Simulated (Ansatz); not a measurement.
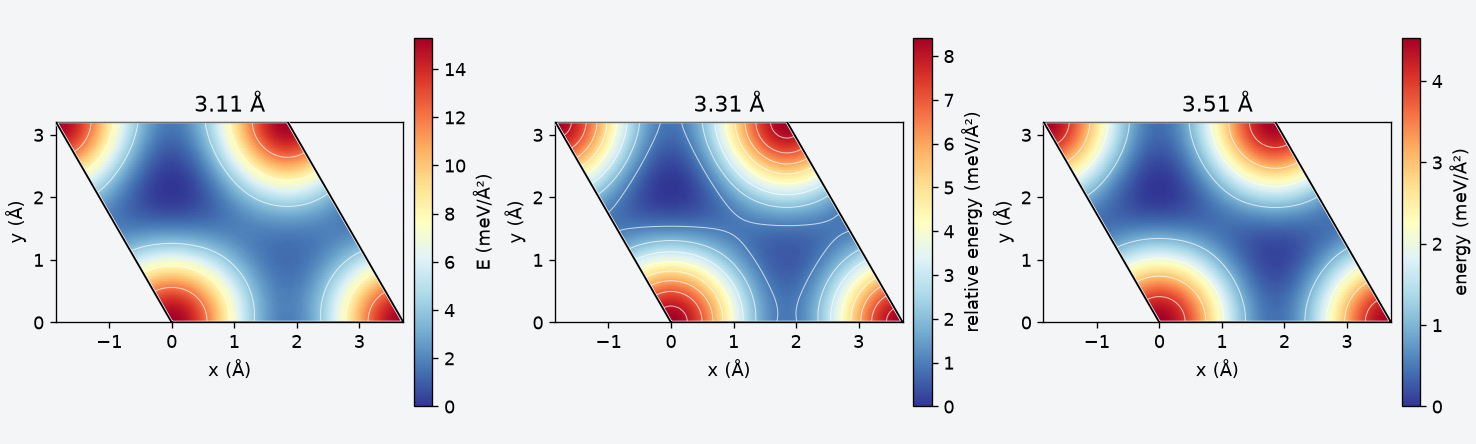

Three maps of one series, each from its own lowest grid point and on its own colour scale; the layer distance changes from map to map. A bilayer of two PtSe₂ sheets (1T type) (6 atoms in the cell). 
- The upper layer of a bilayer is slid over the lower one; relaxed at each slide: nothing; the origin of the map has Se4 above Se3.
- Places are given modulo a cell vector. The map is drawn in real space over the plane of the slide.
- The grid has 6 × 6 points.
- All energies are given in meV/Å² relative to the lowest grid point.
- At a held distance the lowest stacking need not be the one that binds best once the distance relaxes.
- All numbers below come from DFT PBE+D3(BJ), scalar-relativistic, plane waves, PAW in Ansatz. Settings: cutoff 420 eV, k-mesh 9×9×1, gaussian smearing 0.05 eV, no spin polarisation.

The picture shows a smooth colour map with a few white contour lines, the outline of one cell of the plane. Between grid points the surface is interpolated.

The span runs from the lowest to the highest grid point; passes are read from the interpolated surfaces.

| layer distance | lowest grid point | span (meV/Å²) | easiest pass (meV/Å²) |
| --- | --- | --- | --- |
| 3.11 Å | Se above Se of a deeper plane, the Pt behind them above Pt | 15.3 | 1.9 |
| 3.31 Å | Se above Se of a deeper plane, the Pt behind them above Pt | 8.4 | 0.9 |
| 3.51 Å | Se above Se of a deeper plane, the Pt behind them above Pt | 4.5 | 0.43 |

Q: One more map of the series was computed, for the layer distance 3.71 Å. What do you expect for it?

A: A straight line of ln(span) against the layer distance through the 3 maps has the slope −3.0 per Å (a decay length of 0.33 Å) and gives 2.48 meV/Å² at 3.71 Å. The computed span is 2.41 meV/Å², below the fit by 3 %. The lowest grid point is Se above Pt of a deeper plane, the Pt behind them above Se, unlike the other maps. The easiest pass out of the lowest well is about 0.22 meV/Å².

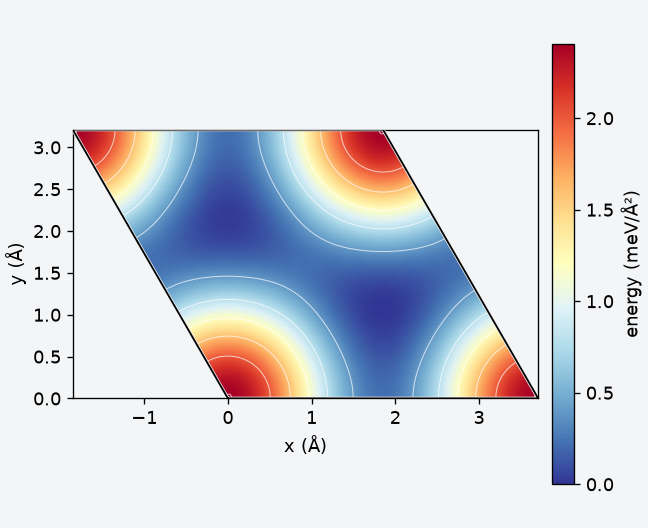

The map for 3.71 Å.

PAW datasets: the set soft_1.
